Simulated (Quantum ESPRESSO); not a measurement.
# Energy of InP along an even scaling of the cell

System: InP (2 atoms in the cell).
Method: Kohn-Sham DFT of a periodic cell, PBE, SSSP 1.3 efficiency PBE, no spin polarisation (Quantum ESPRESSO 7.5).

The 7 runs differ only in the geometry, by an even scaling of the cell at fixed fractional positions. The structure derives from an entry of the Crystallography Open Database.

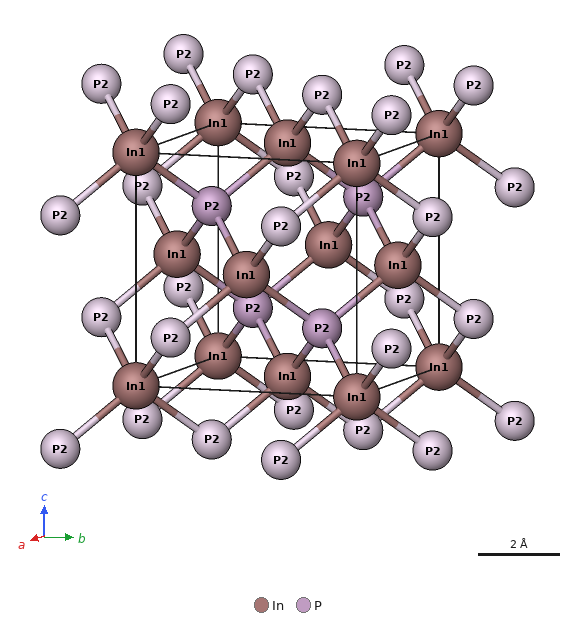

Figure 1. The structure of run 4 (ball-and-stick view of the cell 4 times as large as that of the calculation, set on its symmetry axes, seen slightly off an axis; neighbours outside the cell are drawn fainter; atoms are numbered from 1 in the order of the input).

**Input of run 4**
```
&CONTROL
  calculation = 'scf'
  prefix = 'pwscf'
  outdir = './tmp'
  pseudo_dir = './pseudo'
  tprnfor = .true.
  tstress = .true.
  disk_io = 'nowf'
/
&SYSTEM
  ibrav = 0
  nat = 2
  ntyp = 2
  ecutwfc = 55
  ecutrho = 440
  nbnd = 15
  occupations = 'smearing'
  smearing = 'fd'
  degauss = 0.00367493
/
&ELECTRONS
  conv_thr = 4d-10
  electron_maxstep = 120
  mixing_beta = 0.5
/
ATOMIC_SPECIES
In   114.8180 In.pbe-dn-rrkjus_psl.0.2.2.UPF
P     30.9738 P.pbe-n-rrkjus_psl.1.0.0.UPF
CELL_PARAMETERS angstrom
   0.0000000000    2.9305000000    2.9305000000
   2.9305000000    0.0000000000    2.9305000000
   2.9305000000    2.9305000000    0.0000000000
ATOMIC_POSITIONS crystal
In     0.0000000000    0.0000000000    0.0000000000
P      0.7500000000    0.7500000000    0.7500000000
K_POINTS automatic
8 8 8 0 0 0
```

Command:
```bash
OMP_NUM_THREADS=1 pw.x -in pw.in > pw.out
```

Run 2 differs from it as follows:
```diff
-   0.0000000000    2.9305000000    2.9305000000
-   2.9305000000    0.0000000000    2.9305000000
-   2.9305000000    2.9305000000    0.0000000000
+   0.0000000000    2.8908937935    2.8908937935
+   2.8908937935    0.0000000000    2.8908937935
+   2.8908937935    2.8908937935    0.0000000000
```

**Results, with one run withheld**

```tsv
run	volume per atom (Å³)	free energy per atom, from the lowest run given (meV)	pressure (GPa)	gap on the mesh (eV)
1	23.657	69.26	8.70	1.06
2	24.160	?	?	?
3	24.663	26.43	4.97	0.83
4	25.167	13.21	3.39	0.72
5	25.670	4.71	1.96	0.61
6	26.173	0.45	0.69	0.50
7	26.677	0.00	−0.46	0.40
```

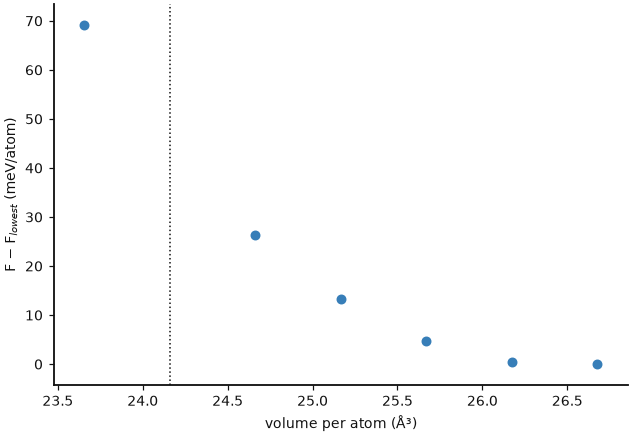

Figure 2. Free energy per atom of the runs given; the dotted line marks run 2.

Fit the runs given and predict run 2.

A cubic polynomial in V^(−2/3) (the Birch–Murnaghan form), fitted to the 6 runs given, misses them by at most 0.01 meV per atom. With x = V^(−2/3) − 0.11603 Å⁻², it reads F = 10.491 + 6190.9 x + 9.0092e+05 x² + 2.6e+06 x³ (meV per atom). At run 2 it gives 44.91 meV per atom, and the run itself gives 44.92. The slope of the fit gives a pressure −dF/dV of 6.79 GPa there, and the run prints 6.73 GPa. The two needn't agree exactly: the fit is approximate, and the printed stress is taken on a finite basis. The fit has its minimum at 26.487 Å³ per atom, where V d²F/dV² gives 59.5 GPa: the bulk modulus at this level, since symmetry fixes the shape and the positions. The gap on the mesh goes, without turning, from 1.06 eV in run 1 to 0.40 eV in run 7; run 2 has 0.94 eV. These are gaps of this functional on this mesh, which can miss the band edges; they aren't the measured gap.

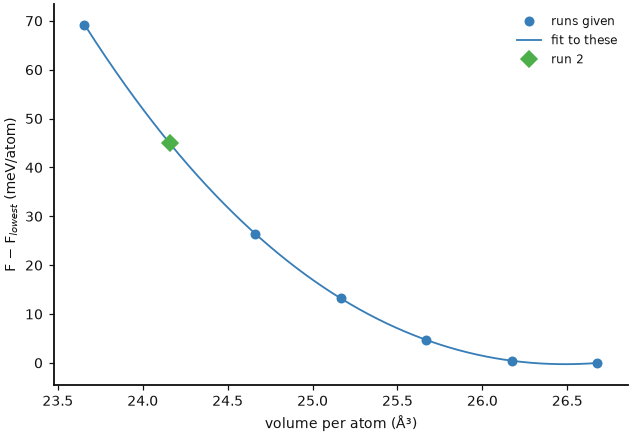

Figure 3. The fit and the withheld run.

**Some lines of the output (run 2)**
```
[...]
     number of k points=    29  Fermi-Dirac smearing, width (Ry)=  0.0037
     total energy              =    -158.88779834 Ry
     total energy              =    -158.91340731 Ry
     total energy              =    -158.91494504 Ry
     total energy              =    -158.91509833 Ry
     total energy              =    -158.91513711 Ry
     total energy              =    -158.91513807 Ry
     total energy              =    -158.91513844 Ry
     total energy              =    -158.91513845 Ry
     the Fermi energy is     7.9067 ev
!    total energy              =    -158.91513845 Ry
     The total energy is F=E-TS. E is the sum of the following terms:
     Computing stress (Cartesian axis) and pressure
          total   stress  (Ry/bohr**3)                   (kbar)     P=       67.34
```
